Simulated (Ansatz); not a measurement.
**What a change does: single-point calculation on MoS$_{2}$**

System: MoS$_{2}$ (R-3m, 3 atoms in the cell).
Method of the first run: DFT PBE+D3(BJ), scalar-relativistic, plane waves, PAW, no spin polarisation (Ansatz 0.2.0).

The structure derives from an entry of the Crystallography Open Database. Text and figures count atoms from 1; the logs count them from 0 in places.

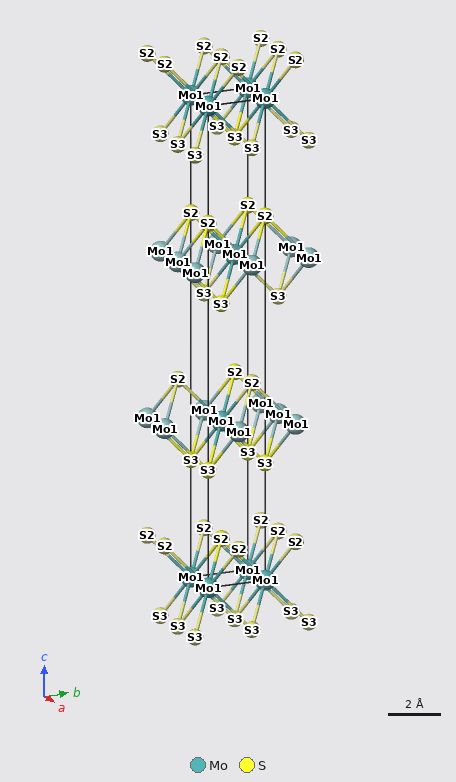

Fig. 1: The input geometry (ball-and-stick view of the cell 3 times as large as that of the calculation, set on its symmetry axes, seen slightly off an axis; neighbours outside the cell are drawn fainter; atoms are numbered from 1 in the order of the input).

The input, the first run:
```yaml
crystal:
  lattice:
    - [1.517736159, 0.87626538, 6.3498186067]
    - [-1.517736159, 0.87626538, 6.3498186067]
    - [0.0, -1.75253076, 6.3498186067]
  atoms:
    - { symbol: Mo, position: [0.0, 0.0, 0.0] }
    - { symbol: S, position: [0.7563304588, 0.7563304588, 0.7563304588] }
    - { symbol: S, position: [0.2436695412, 0.2436695412, 0.2436695412] }
basis:
  ecutwfc: 420
kpoints:
  mp_grid: { grid: [18, 18, 18] }
hamiltonian:
  xc: pbe
  dispersion: d3bj
scf:
  occupations: { method: gaussian, width: 0.15 }
output:
  forces: true
  stress: true
  eigenvalues: true
```

Command:
```bash
ansatz run input.yaml --threads 1 --pin off --max-ram 2560MiB --backend cpu --events-out ev --progress --plain --runs-dir out
```

Hardware: 1 thread of AMD EPYC (Zen 5), 32 GiB of memory available, shared host.

Output, shortened to warnings, some set-up lines, iterations and results (the first run):
```
Basis set: ecut = 420 eV, 963 PW (Γ), FFT grids on a1−a3, a2−a3, a3, exchange–correlation on 48×48×90 points (8 copies of the dense FFT grid, shifted against one another)
Symmetry: 12 space group operations
k-points: 580 of 5832
Initial density: superposition of atomic densities (neutral atoms: chi_scale 0, normalization atom), corrected by the library's trained network
[...]
SCF iter   1: F=—  HF=-6763.141759 eV  |F-HF|=—  |Δ(HF+E_count)|=         —  Δρ=6.58e-3  dr2=5.53e-2  ethr=1.77e-3  ⟨swp⟩=5.0  Hψ=52366  notcnv=0
SCF iter   2: F=—  HF=-6763.138511 eV  |F-HF|=—  |Δ(HF+E_count)|=   3.25e-3  Δρ=3.63e-3  dr2=1.90e-2  ethr=2.13e-4  ⟨swp⟩=1.0  Hψ=14500  notcnv=0
SCF iter   3: F=—  HF=-6763.136879 eV  |F-HF|=—  |Δ(HF+E_count)|=   1.63e-3  Δρ=5.05e-4  dr2=5.09e-4  ethr=7.31e-5  ⟨swp⟩=1.0  Hψ=9860  notcnv=0
SCF iter   4: F=—  HF=-6763.136818 eV  |F-HF|=—  |Δ(HF+E_count)|=   6.02e-5  Δρ=1.75e-4  dr2=2.58e-5  ethr=1.96e-6  ⟨swp⟩=2.0  Hψ=13727  notcnv=0
SCF iter   5: F=—  HF=-6763.136886 eV  |F-HF|=—  |Δ(HF+E_count)|=   6.78e-5  Δρ=6.08e-5  dr2=4.52e-6  ethr=9.91e-8  ⟨swp⟩=2.3  Hψ=14086  notcnv=0
SCF iter   6: F=—  HF=-6763.136887 eV  |F-HF|=—  |Δ(HF+E_count)|=   1.02e-6  Δρ=1.80e-5  dr2=2.41e-7  ethr=1.74e-8  ⟨swp⟩=2.0  Hψ=14266  notcnv=0
SCF iter   7: F=-6763.136887 eV  HF=-6763.136887 eV  |F-HF|=2.04e-9  |Δ(HF+E_count)|=   1.62e-7  Δρ=3.89e-6  dr2=1.06e-8  ethr=3.85e-10  ⟨swp⟩=5.9  Hψ=42144  notcnv=0
SCF 1 converged in 7 iterations: F = -6763.136887 eV  dr2 = 1.06e-8
SCF converged after 7 iterations
Free energy (F): -6763.136887 eV
Harris-Foulkes:  -6763.136887 eV  (|F-HF|=2.04e-9)
Internal energy: -6763.130162 eV  (E = F + TS)
E sigma→0 (E₀):  -6763.133524 eV
Entropy (-TS):   -0.006726 eV (-2.242 meV/atom)
Fermi energy:    11.858735 eV
--- Per-component energies (eV) ---
  E_band       = -130.590704
  E_kinetic    = 655.944936
  E_local      = -1878.993846  (includes V_loc(G=0)·N_el)
  E_nonlocal   = 199.668229
  E_hartree    = 725.556952
  E_xc         = -378.364221
  E_vxc        = -404.886770  (∫ρ·V_xc dr)
  E_paw        = -4401.565003  (= ΣΔE_a)
  E_vpaw       = -153.440653  (= ΣTr[D̂ρ^β])
  E_aug_tail   = 0.000045  (compensation charges beyond the density's cutoff)
  E_ewald      = -1684.029740
  E_disp       = -1.347513  (pairwise vdW)
  E_smearing   = -0.006726  (= −TS)
  E_closure    = 0.000000  (closes the sum)
  Σ components = -6763.136887   (vs F -6763.136887, Δ=0.00e0)
--- Forces (eV/Å), atoms counted from 1 ---
  atom   1  Mo    -0.00000000     0.00000000    -0.00000000
  atom   2  S      0.00000000    -0.00000000    -0.86995560
  atom   3  S      0.00000000     0.00000000     0.86995560
  max |Σ_I F_I| component: 2.22e-16 eV/Å
--- Stress (GPa, compression-positive) ---
        2.952595      -0.000000       0.000000
       -0.000000       2.952595       0.000000
        0.000000       0.000000     -10.949675
  P = ⅓ Tr σ = -1.6815 GPa (-16.815 kbar)
```

For the second run the input was changed thus:
```diff
-    - [1.517736159, 0.87626538, 6.3498186067]
-    - [-1.517736159, 0.87626538, 6.3498186067]
-    - [0.0, -1.75253076, 6.3498186067]
+    - [1.5414546176, 0.8899592384, 6.1559118891]
+    - [-1.5414546176, 0.8899592384, 6.1559118891]
+    - [0.0, -1.7799184768, 6.1559118891]
```

Predict how the results change.

With the same functional and potentials, the second run lies 33.0 meV per atom lower. The pressure goes from −1.68 to −0.93 GPa. The largest force goes from 0.870 to 0.409 eV/Å. The number of SCF iterations is the same. The plane waves at Γ go from 963 to 969.

Output, shortened to warnings, some set-up lines, iterations and results (the second run):
```
Basis set: ecut = 420 eV, 969 PW (Γ), FFT grids on a1−a3, a2−a3, a3, exchange–correlation on 48×48×90 points (8 copies of the dense FFT grid, shifted against one another)
Symmetry: 12 space group operations
k-points: 580 of 5832
Initial density: superposition of atomic densities (neutral atoms: chi_scale 0, normalization atom), corrected by the library's trained network
[...]
SCF iter   1: F=—  HF=-6763.239186 eV  |F-HF|=—  |Δ(HF+E_count)|=         —  Δρ=5.31e-3  dr2=3.75e-2  ethr=1.77e-3  ⟨swp⟩=5.0  Hψ=52455  notcnv=0
SCF iter   2: F=—  HF=-6763.236980 eV  |F-HF|=—  |Δ(HF+E_count)|=   2.21e-3  Δρ=2.92e-3  dr2=1.33e-2  ethr=1.44e-4  ⟨swp⟩=1.0  Hψ=14500  notcnv=0
SCF iter   3: F=—  HF=-6763.235899 eV  |F-HF|=—  |Δ(HF+E_count)|=   1.08e-3  Δρ=4.57e-4  dr2=4.79e-4  ethr=5.12e-5  ⟨swp⟩=1.0  Hψ=9888  notcnv=0
SCF iter   4: F=—  HF=-6763.235834 eV  |F-HF|=—  |Δ(HF+E_count)|=   6.53e-5  Δρ=1.94e-4  dr2=2.85e-5  ethr=1.84e-6  ⟨swp⟩=2.0  Hψ=13663  notcnv=0
SCF iter   5: F=—  HF=-6763.235888 eV  |F-HF|=—  |Δ(HF+E_count)|=   5.40e-5  Δρ=6.21e-5  dr2=3.48e-6  ethr=1.10e-7  ⟨swp⟩=2.1  Hψ=13801  notcnv=0
SCF iter   6: F=—  HF=-6763.235890 eV  |F-HF|=—  |Δ(HF+E_count)|=   1.52e-6  Δρ=1.69e-5  dr2=1.84e-7  ethr=1.34e-8  ⟨swp⟩=2.0  Hψ=14467  notcnv=0
SCF iter   7: F=-6763.235890 eV  HF=-6763.235890 eV  |F-HF|=2.39e-9  |Δ(HF+E_count)|=   1.82e-7  Δρ=3.87e-6  dr2=9.25e-9  ethr=3.85e-10  ⟨swp⟩=5.6  Hψ=39474  notcnv=0
SCF 1 converged in 7 iterations: F = -6763.235890 eV  dr2 = 9.25e-9
SCF converged after 7 iterations
Free energy (F): -6763.235890 eV
Harris-Foulkes:  -6763.235890 eV  (|F-HF|=2.39e-9)
Internal energy: -6763.228288 eV  (E = F + TS)
E sigma→0 (E₀):  -6763.232089 eV
Entropy (-TS):   -0.007602 eV (-2.534 meV/atom)
Fermi energy:    11.942498 eV
--- Per-component energies (eV) ---
  E_band       = -131.233476
  E_kinetic    = 656.246510
  E_local      = -1822.894461  (includes V_loc(G=0)·N_el)
  E_nonlocal   = 199.637107
  E_hartree    = 697.129925
  E_xc         = -378.470875
  E_vxc        = -405.023877  (∫ρ·V_xc dr)
  E_paw        = -4401.595737  (= ΣΔE_a)
  E_vpaw       = -153.461766  (= ΣTr[D̂ρ^β])
  E_aug_tail   = 0.000046  (compensation charges beyond the density's cutoff)
  E_ewald      = -1711.932513
  E_disp       = -1.348290  (pairwise vdW)
  E_smearing   = -0.007602  (= −TS)
  E_closure    = -0.000000  (closes the sum)
  Σ components = -6763.235890   (vs F -6763.235890, Δ=0.00e0)
--- Forces (eV/Å), atoms counted from 1 ---
  atom   1  Mo    -0.00000000    -0.00000000     0.00000000
  atom   2  S      0.00000000     0.00000000    -0.40927705
  atom   3  S     -0.00000000    -0.00000000     0.40927705
  max |Σ_I F_I| component: 1.55e-18 eV/Å
--- Stress (GPa, compression-positive) ---
        1.217903      -0.000000       0.000000
       -0.000000       1.217903       0.000000
        0.000000       0.000000      -5.237538
  P = ⅓ Tr σ = -0.9339 GPa (-9.339 kbar)
```

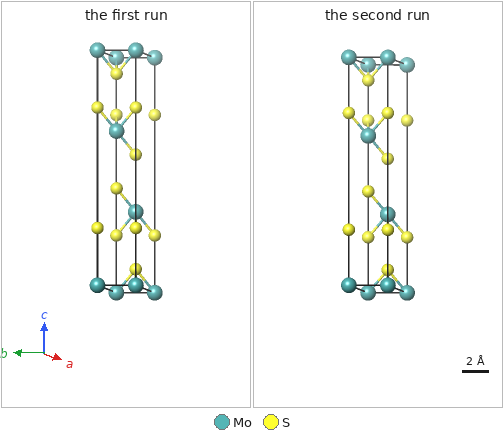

Fig. 2: The two input geometries at one scale (ball-and-stick view of the cell 3 times as large as that of the calculation, set on its symmetry axes, seen at an oblique angle). The atoms keep their places relative to the cell (all moves are under 0.005 Å). The drawn cell changes at constant volume: a = b 3.035 → 3.083 Å (+1.6 %), c 19.049 → 18.468 Å (−3.1 %). Among the contacts that change: Mo–S 2.447 → 2.431 Å.

The two runs side by side:

| quantity | the first run | the second run |
| --- | --- | --- |
| outcome | converged | converged |
| free energy per atom (eV) | −2254.3790 | −2254.4120 |
| energy per atom, smearing taken to zero (eV) | −2254.3778 | −2254.4107 |
| gap on the mesh (eV) | 0.00 | 0.00 |
| pressure (GPa) | −1.68 | −0.93 |
| largest force (eV/Å) | 0.870 | 0.409 |
| SCF iterations | 7 | 7 |
| irreducible k-points | 580 | 580 |
| plane waves at Γ | 963 | 969 |
| wall time (shared host) | 7.5 s | 7.4 s |
